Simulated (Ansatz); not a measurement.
Start from this file.

Space group Pnma (No. 62). a = 11.194 Å, b = 3.880 Å, c = 4.534 Å, α = 90.00°, β = 90.00°, γ = 90.00°
```json
{"atom": "Ge", "site": "4c", "symmetry": ".m.", "x": "0.1267", "y": "0.2500", "z": "0.1207"}
{"atom": "Se", "site": "4c", "symmetry": ".m.", "x": "0.8526", "y": "0.2500", "z": "0.4993"}
```

Q: What does this file describe?

A: Its composition is GeSe. Its lattice is primitive orthorhombic, its space group Pnma (No. 62). The cell has 8 atoms, namely 4 Ge, 4 Se. About every Ge there are three Se in a trigonal pyramidal arrangement at 2.59 to 2.60 Å. The coordination shell of Se holds three Ge in a trigonal pyramidal arrangement at 2.59 to 2.60 Å. The bonds build GeSe layers parallel to (100).

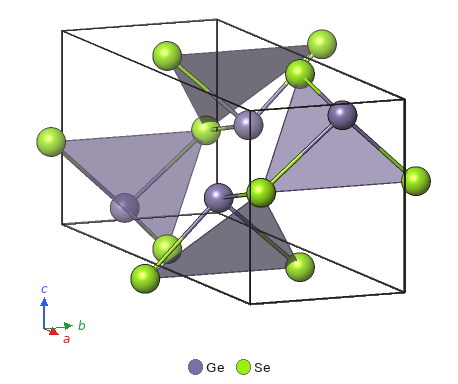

The figure gives a polyhedral picture of the atoms, viewed slightly off an axis. Lines trace the edges of the conventional unit cell. A few atoms beyond the faces are included.

The model was built from a structure listed in the Materials Project. Earlier steps of the study may have refined or changed the cell and positions. It went into a calculation with Ansatz.
